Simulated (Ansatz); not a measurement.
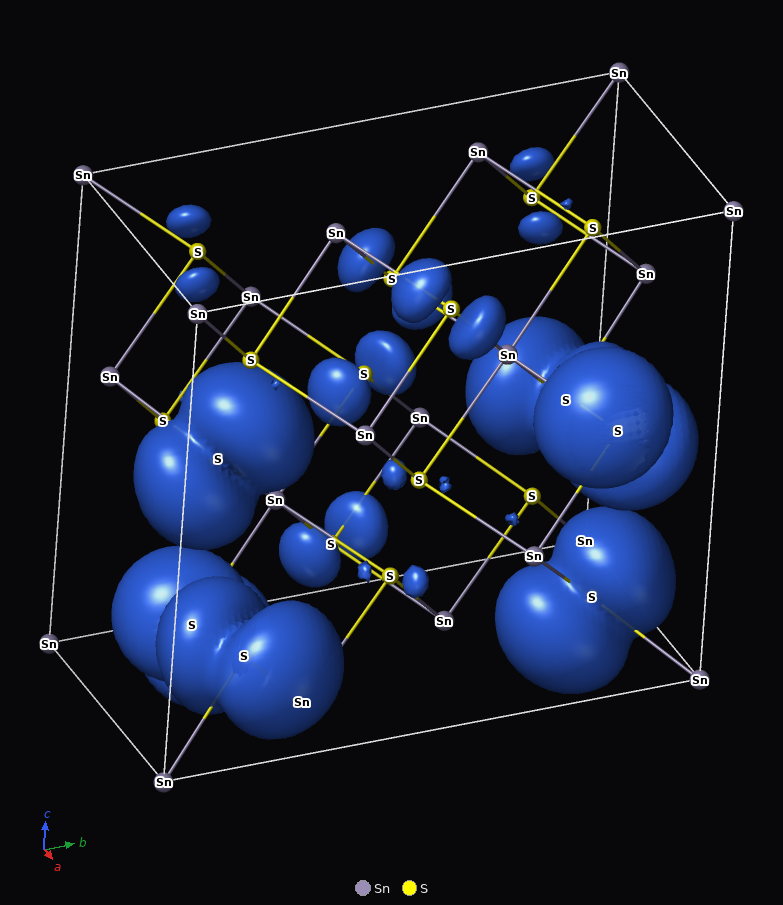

Sn₄S₉ (cell with a defect). Isosurfaces of the spin density at +0.01 (blue) and −0.01 e/Å³ (red), seen slightly off an axis. Sticks mark near contacts.

Spin-polarised.

All numbers below come from Ansatz 0.2.0, DFT PBE, scalar-relativistic, plane waves, PAW.

In a PAW calculation such maps are meaningful between the atoms, not at the nuclei.

Q: Describe the spin distribution.

A: The spin density sits on S: +0.4 μB (×6) in one cell of 26 atoms: parallel main moments (a ferromagnetic arrangement) in this solution. The cell of the calculation (26 atoms) carries 4.0 μB of net spin moment.
